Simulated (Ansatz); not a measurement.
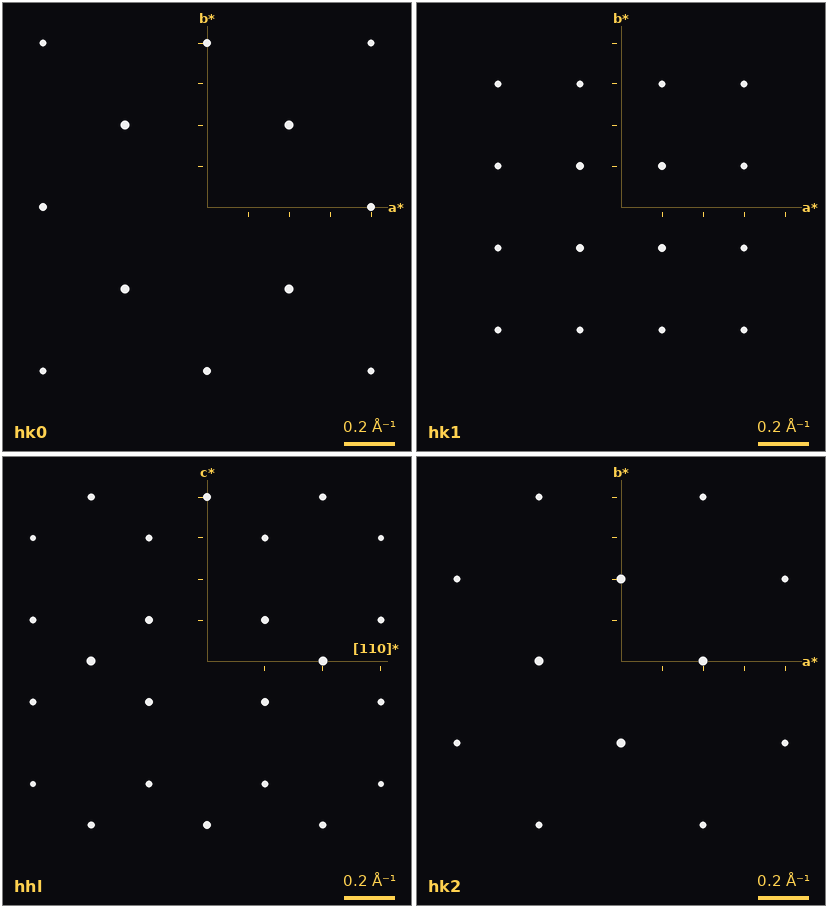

Four undistorted layers of reciprocal space, calculated for a single crystal (X-rays, kinematic |F|², B = 0.5 Å²). Tick marks count the reciprocal lattice steps of the conventional cell along each axis.

> Read the reciprocal cell and give the direct cell.

a* = 0.165, b* = 0.165, c* = 0.165 Å⁻¹; the cell is cubic with a = 6.05 Å.

> Which reflection conditions do the layers show?

Reflections are present only under these conditions. hkl: h + k = 2n, h + l = 2n; hk0: h = 2n, h + k = 4n; hhl: h + l = 2n; h00: h = 4n. The lattice is face-centred (F). Further gaps, such as 2 2 2, 4 4 2, come from atoms on special positions, not from the group's general conditions.

> Which space groups fit?

The intensities have Laue symmetry m-3m (the hk0 layer shows 4mm, hk1 shows 4mm). With these conditions only Fd-3m (No. 227) fits. The compound is Al. Structure: the end point of a relaxation with Ansatz, DFT, PBE, plane waves (420 eV) with PAW, scalar-relativistic; the starting structure was generated, so it need not be a known form of this composition.
